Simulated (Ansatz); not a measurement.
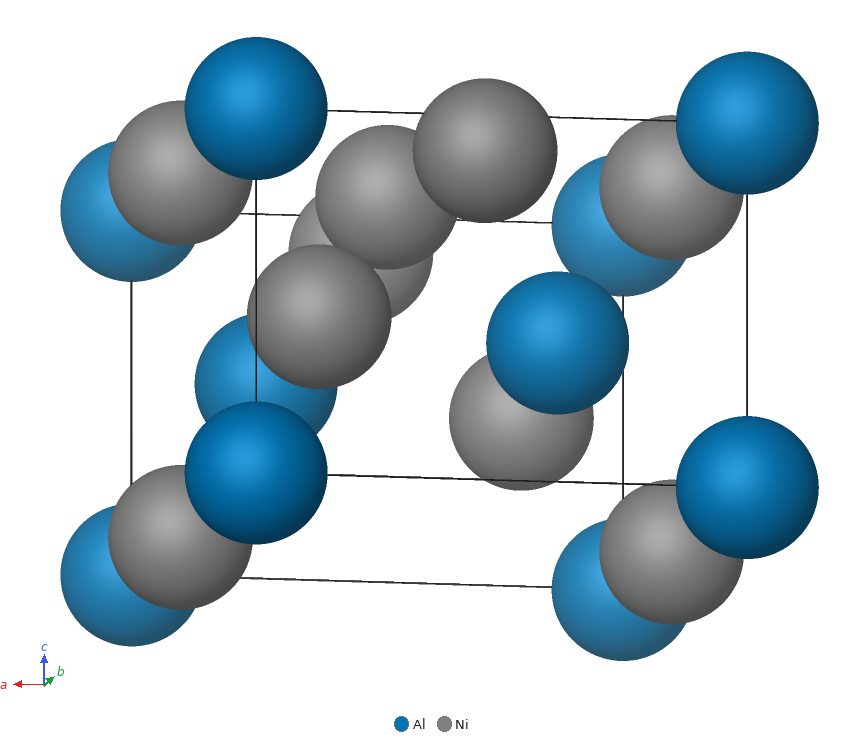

A spheres-only rendering, viewed from a general direction. Atoms at the boundary of the unit cell (the box) are drawn once for each face, edge or corner they touch. Some neighbours outside the box are added.

Al3Ni5, a = 4.95 Å, b = 4.95 Å, c = 3.72 Å, α = 90.00°, β = 90.00°, γ = 96.53°.

Method used: Ansatz, DFT PBEsol, scalar-relativistic, plane waves, PAW. It ran with a cutoff energy of 420 eV, an 8×8×10 sampling of the Brillouin zone, Gaussian smearing of 0.15 eV, no spin polarisation (a spin-restricted run, not always the ground state).

Question: What is the band gap, if any?

Answer: A metal: bands cross the Fermi level.

Question: What is the pressure at this volume?

Answer: The computed pressure is 13.9 GPa (compressed: it would expand). The stress isn't hydrostatic: its largest component is 15.4 GPa.

The structure was taken from a structure listed in the Materials Project. The cell was then strained or its atoms displaced on purpose. An electronic-structure calculation with Ansatz was run on it.

At this level of theory the run's own cell isn't at rest (compressed, at 14 GPa and forces up to 5.5 eV/Å), so its distances can differ from those at equilibrium, the more so the softer the solid.
